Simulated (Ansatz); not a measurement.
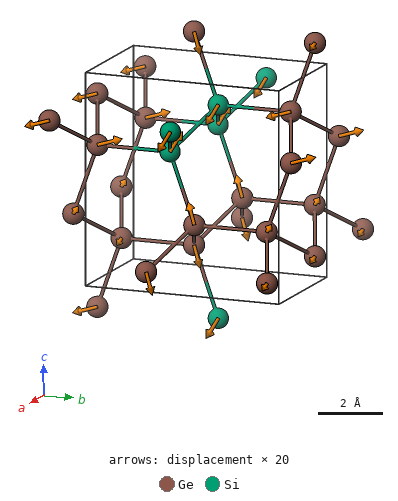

A relaxation of a crystal of SiGe3 (set up in P2_1/m). The starting structure is drawn; orange arrows show the displacements, 20 times their true length.

Style: ball-and-stick. Shown: the cell of the calculation, slightly off an axis.

Case: 2 of 8 Ge sites taken by Si, cell and atoms relaxed.

Computed with DFT PBE, scalar-relativistic, plane waves, PAW (Ansatz 0.2.0).

Input
```yaml
crystal:
  lattice:
    - [2.0032559043, 3.4697410068, 0.0]
    - [0.0, 0.0, 6.6108217309]
    - [6.0097677128, -3.4697410068, 0.0]
  atoms:
    - { symbol: Ge, position: [0.5, 0.0628334386, 0.1666666667] }
    - { symbol: Ge, position: [1.0, 0.0628334386, 0.6666666667] }
    - { symbol: Si, position: [0.5, 0.5628334386, 0.8333333333] }
    - { symbol: Ge, position: [1.0, 0.5628334386, 0.3333333333] }
    - { symbol: Ge, position: [0.5, 0.4371665614, 0.1666666667] }
    - { symbol: Si, position: [1.0, 0.4371665614, 0.6666666667] }
    - { symbol: Ge, position: [0.5, 0.9371665614, 0.8333333333] }
    - { symbol: Ge, position: [1.0, 0.9371665614, 0.3333333333] }
basis:
  ecutwfc: 420
kpoints:
  mp_grid: { grid: [10, 6, 6] }
hamiltonian:
  xc: pbe
scf:
  occupations: { method: gaussian, width: 0.1 }
output:
  forces: true
  stress: true
  eigenvalues: true
relax:
  adjacent_minimum: "off"
  f_tol: 0.015
  max_steps: 60
  cell: { stress_tol: 0.15 }
```

Command:
```bash
ansatz run input.yaml --threads 1 --pin off --max-ram 2560MiB --backend cpu --events-out ev --progress --plain --runs-dir out
```

Q: What happened in the run?

A: The largest moves relative to the cell, 0.046 Å, are those of Ge2 and Ge7. Ge2 goes along [0 3 1]. By element the largest moves are Ge 0.046 Å, Si 0.042 Å. The volume changes by −0.5 %, with a 4.007 → 3.998 Å (−0.2 %), b 6.611 → 6.602 Å (−0.1 %), c 6.939 → 6.931 Å (−0.1 %). Near-neighbour distances that change, for instance: Si3–Si6 2.458 → 2.405 Å, Ge2–Si6 2.475 → 2.450 Å, Ge4–Ge5 2.458 → 2.483 Å, Ge1–Ge5 2.475 → 2.491 Å. Bond angles that change, for instance: Si3–Si6–Si3 109.2° → 112.4°, Si3–Ge5–Ge4 109.2° → 111.3°. The space group stays P2_1/m (No. 11). Over 2 accepted moves (3 points after the start) the energy falls by 7.2 meV per atom. Largest force component: 0.42 eV/Å at the start, 0.015 eV/Å at the end. Pressure: −0.27 GPa at the start and −0.04 GPa at the end. At 1 point the geometry stayed and the basis and grid were re-selected for the new cell (energy shift of less than 0.05 meV per atom at most each time). The run took 3.1 min on 1 thread of Intel(R) Xeon(R) 6975P-C (Granite Rapids), on a shared host, peak memory 1.1 GiB.
